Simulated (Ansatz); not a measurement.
System: Re, space group Fd-3m (No. 227) (one of a set of cubic test structures, which need not be the stable phase).

Input of one of the runs behind the figure:
```
crystal:
  lattice:
    - [0.0, 2.82646484711, 2.82646484711]
    - [2.82646484711, 0.0, 2.82646484711]
    - [2.82646484711, 2.82646484711, 0.0]
  atoms:
    - { symbol: Re, position: [0, 0, 0] }
    - { symbol: Re, position: [0.25, 0.25, 0.25] }
kpoints:
  mp_grid: { grid: [17, 17, 17] }
hamiltonian:
  xc: pbe
  pseudopotentials: { kind: paw, source: ansatz }
scf:
  occupations: { method: fermi_dirac, width: 0.061225619053 }
  convergence: { dr2_threshold: "1e-9 eV" }
  max_iter: 300
output:
  forces: true
  stress: true
```

Run as:
```bash
ansatz run input.yaml --threads 1
```

Method: equation of state of a cubic crystal from periodic Kohn-Sham density functional theory without spin, third-order Birch-Murnaghan fit to the free energies; pressure corrected for the finite basis (Ansatz 0.2.0 development build). Level: PBE.

- structure type: diamond
- atoms in cell: 2
- space group number: 227
- lattice centring: face-centred primitive
- k mesh: 17×17×17
- occupation method: Fermi–Dirac
- occupation width: 0.06123 eV
- wave cutoff: 560 eV
- datasets: hand-made PAW
- density tolerance: 1e−09 eV
- bands: 35
- density cutoff ratio: 4
- search for lower states: default

Describe the result: the energy above the lowest point and pressure against volume. The volume takes the values 21.23, 21.68, 22.13, 22.58, 23.03, 23.48 Å³/atom.

A third-order Birch–Murnaghan fit gives V0 = 22.57 Å³/atom, B0 = 177 GPa and B′ = 4.2. The energy above the lowest point is 49.5 meV/atom at volume 21.23 Å³/atom and 19.0 meV/atom at 23.48 Å³/atom; the lowest computed point is at volume 22.58 Å³/atom (0.0 meV/atom), and no other minimum shows. The pressure falls from 12.4 GPa at volume 21.23 Å³/atom to −6.5 GPa at 23.48 Å³/atom, and changes sign near 22.57 Å³/atom.

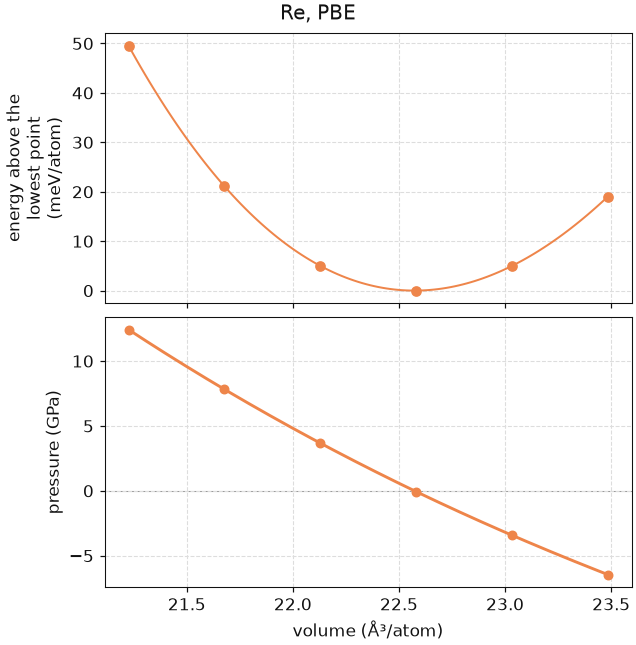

Note: cubic model structure, not the ambient form.
